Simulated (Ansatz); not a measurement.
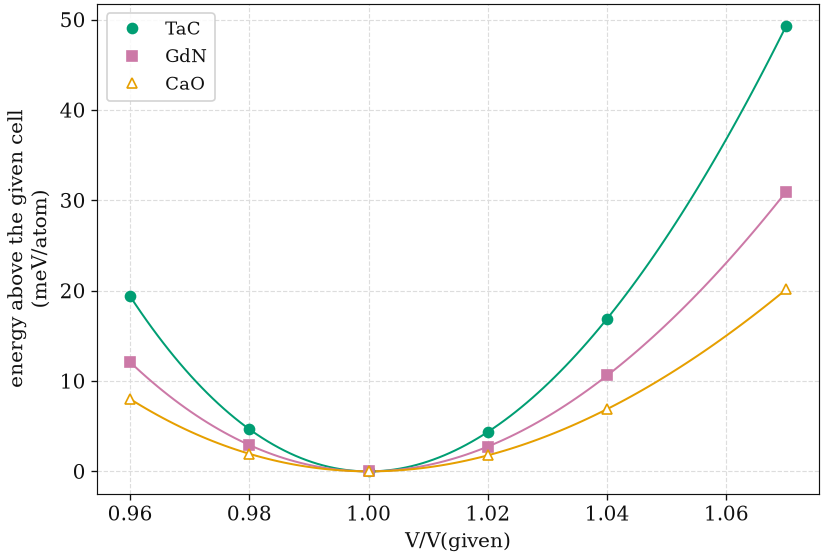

The plot gives the computed energy above the given cell against V/V(given), with one curve for each compound, for CaO, GdN and TaC (all in space group Fm-3m (No. 225)).

Calculation (Ansatz 0.2.0): plane-wave density functional theory, PAW datasets, Gaussian smearing 0.05 eV: equation of state, the given cell scaled in volume with shape and atoms relaxed at each volume; third-order Birch-Murnaghan fit. Level: PBE, spin-orbit.

- PAW set: soft_2
- wave cutoff: 420 eV

Settings that differ: TaC: k mesh 14×14×14, lower state search light, spin axis none; GdN: k mesh 12×12×12, lower state search off, spin axis z; CaO: k mesh 8×8×8, lower state search light, spin axis none; V(given) differs: TaC 11.19 Å³/atom, GdN 15.45 Å³/atom, CaO 14.09 Å³/atom.

**Order the curves by fitted bulk modulus, smallest first.**

CaO 105, GdN 147, TaC 323 GPa.

Limits of the calculation: stress loosely converged (GdN).
